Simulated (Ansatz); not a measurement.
Si16HC16 (cell charge +1, with a compensating background) (cell with a defect)

Input

```
crystal:
  lattice:
    - [4.3797259441, 4.3797259441, 4.3797259441]
    - [-4.3797259441, 4.3797259441, -4.3797259441]
    - [-4.3797259441, -4.3797259441, 4.3797259441]
  atoms:
    - { symbol: Si, position: [0.25, 0.0, 0.0] }
    - { symbol: Si, position: [0.25, 0.75, 0.25] }
    - { symbol: Si, position: [0.5, 0.75, 0.0] }
    - { symbol: Si, position: [0.25, 0.5, 0.5] }
    - { symbol: Si, position: [0.5, 0.5, 0.25] }
    - { symbol: Si, position: [0.75, 0.5, 0.0] }
    - { symbol: Si, position: [0.25, 0.25, 0.75] }
    - { symbol: Si, position: [0.5, 0.25, 0.5] }
    - { symbol: Si, position: [0.75, 0.25, 0.25] }
    - { symbol: Si, position: [0.0, 0.25, 0.0] }
    - { symbol: Si, position: [0.5, 0.0, 0.75] }
    - { symbol: Si, position: [0.75, 0.0, 0.5] }
    - { symbol: Si, position: [0.0, 0.0, 0.25] }
    - { symbol: Si, position: [0.75, 0.75, 0.75] }
    - { symbol: Si, position: [0.0, 0.75, 0.5] }
    - { symbol: Si, position: [0.0, 0.5, 0.75] }
    - { symbol: C, position: [0.5, 0.25, 0.25] }
    - { symbol: C, position: [0.5, 0.0, 0.5] }
    - { symbol: C, position: [0.75, 0.0, 0.25] }
    - { symbol: C, position: [0.5, 0.75, 0.75] }
    - { symbol: C, position: [0.75, 0.75, 0.5] }
    - { symbol: C, position: [0.0, 0.75, 0.25] }
    - { symbol: C, position: [0.5, 0.5, 0.0] }
    - { symbol: C, position: [0.75, 0.5, 0.75] }
    - { symbol: C, position: [0.0, 0.5, 0.5] }
    - { symbol: C, position: [0.25, 0.5, 0.25] }
    - { symbol: C, position: [0.75, 0.25, 0.0] }
    - { symbol: C, position: [0.0, 0.25, 0.75] }
    - { symbol: C, position: [0.25, 0.25, 0.5] }
    - { symbol: C, position: [0.0, 0.0, 0.0] }
    - { symbol: C, position: [0.25, 0.0, 0.75] }
    - { symbol: C, position: [0.25, 0.75, 0.0] }
    - { symbol: H, position: [0.7438424403, -0.0129275045, 0.003235361] }
total_charge: 1
basis:
  ecutwfc: 420
  xc_grid: 2
kpoints:
  mp_grid: { grid: [2, 2, 2], shift: [0.5, 0.5, 0.5] }
hamiltonian:
  xc: pbe
scf:
  occupations: { method: gaussian, width: 0.02 }
output:
  forces: true
  stress: false
  eigenvalues: true
  write_density: true
  write_potential: true
  elf: true
  volumetric_format: npy
relax:
  adjacent_minimum: "off"
  f_tol: 0.02
  max_steps: 60
```

Run with:

```sh
ansatz run input.yaml --threads 4 --pin off --max-ram 10240MiB --backend cpu --events-out ev --progress --plain --runs-dir out
```

The fields are those of the run's last geometry, not of the input's.

These are results of DFT PBE, scalar-relativistic, plane waves, PAW in Ansatz 0.2.0, not measurements.

### What can the converged valence pseudo-density and electron localisation function tell about the bonding?

C–H (1.12 Å): the density is about 1.7 e/Å³ at the midpoint; the ELF climbs to about 1 towards the hydrogen, as it does in any bond to H (a covalent bond by its length).
Si–C (1.88 Å): ρ is about 0.9 e/Å³ halfway; the ELF peaks at about 0.95 between the atoms (a shared electron pair).
Si–C (1.89 Å): ρ at the midpoint is about 0.88 e/Å³; the ELF peaks at about 0.95 between the atoms, as expected for localised, covalent bonding.
Si–C (1.96 Å): ρ is about 0.77 e/Å³ halfway; the ELF peaks at about 0.90 between the atoms.

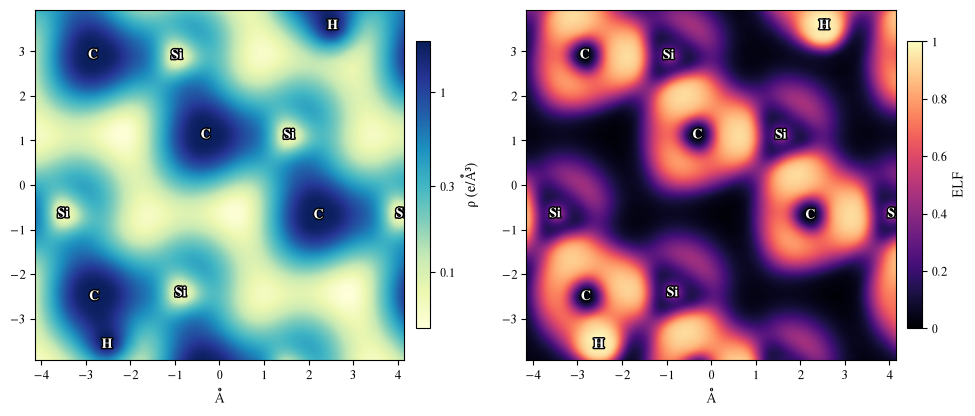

Computed valence pseudo-density and electron localisation function on the (100) plane of the calculation cell, in this order. 

The density is the valence pseudo-density of a PAW calculation; it isn't the true density close to the nuclei.
